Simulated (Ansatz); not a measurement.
Consider HfO₂ (slab).

Input file:

```
crystal:
  lattice:
    - [3.6045556755, 0.0, 0.0]
    - [-1.8022778378, 3.1216367844, 0.0]
    - [0.0, 0.0, 26.0366526932]
  atoms:
    - { symbol: O, position: [0.6666666667, 0.3333333333, 0.2880554612] }
    - { symbol: O, position: [0.0, 0.0, 0.3445740049] }
    - { symbol: Hf, position: [0.6666666667, 0.3333333333, 0.3728332767] }
    - { symbol: O, position: [0.3333333333, 0.6666666667, 0.4010925486] }
    - { symbol: O, position: [0.6666666667, 0.3333333333, 0.4576110922] }
    - { symbol: Hf, position: [0.3333333333, 0.6666666667, 0.4858703641] }
    - { symbol: O, position: [0.0, 0.0, 0.5141296359] }
    - { symbol: O, position: [0.3333333333, 0.6666666667, 0.5706481796] }
    - { symbol: Hf, position: [0.0, 0.0, 0.5989074514] }
    - { symbol: O, position: [0.6666666667, 0.3333333333, 0.6271667233] }
    - { symbol: O, position: [0.0, 0.0, 0.6836852669] }
    - { symbol: Hf, position: [0.6666666667, 0.3333333333, 0.7119445388] }
basis:
  ecutwfc: 420
kpoints:
  mp_grid: { grid: [9, 9, 1] }
hamiltonian:
  xc: pbe
scf:
  occupations: { method: gaussian, width: 0.05 }
output:
  forces: true
  eigenvalues: true
  write_density: true
  write_potential: true
  elf: true
  volumetric_format: npy
relax:
  adjacent_minimum: "off"
  f_tol: 0.02
  max_steps: 60
efield:
  axis: 3
  dipole_correction: true
  ramp_width: 0.04
```

Command:

```sh
ansatz run input.yaml --threads 1 --pin off --max-ram 2560MiB --backend cpu --events-out ev --progress --plain --runs-dir out
```

The fields are those of the run's last geometry, not of the input's.

The SCF solution may not be the lowest one.

Computed with DFT PBE, scalar-relativistic, plane waves, PAW in Ansatz 0.2.0.

Question: What will maps of the valence pseudo-density and electron localisation function show?

Answer: Hf–O (1.86 Å): ρ is about 1.5 e/Å³ halfway, with its minimum of 1.4 e/Å³ about 1.0 Å from Hf; the ELF peaks at about 0.80 in the valence shell of O, 0.5 Å from its nucleus, and drops to about 0.30 between the two atoms: no localised pair shows between them.
Hf–O (1.92 Å): ρ is about 1.2 e/Å³ halfway; the ELF peaks at about 0.80 in the valence shell of O, 0.6 Å from its nucleus, and drops to about 0.25 between the two atoms (no localised pair shows between them).

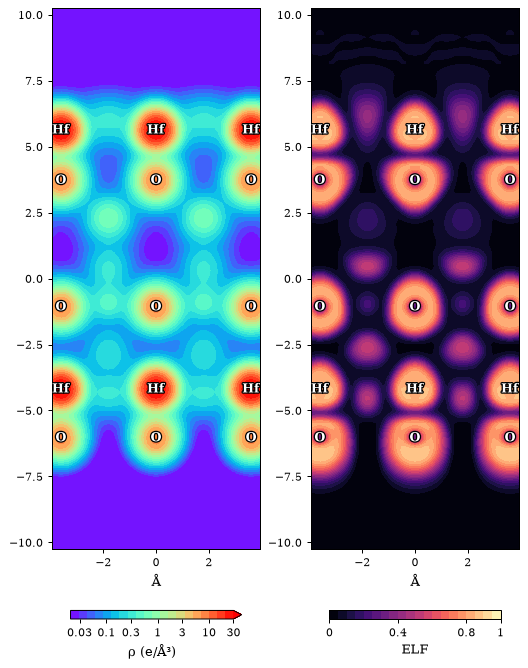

Computed valence pseudo-density and electron localisation function on the (11̄0) plane of the calculation cell, a cut from vacuum to vacuum, in this order. 

The density is the valence pseudo-density of a PAW calculation; it isn't the true density close to the nuclei.
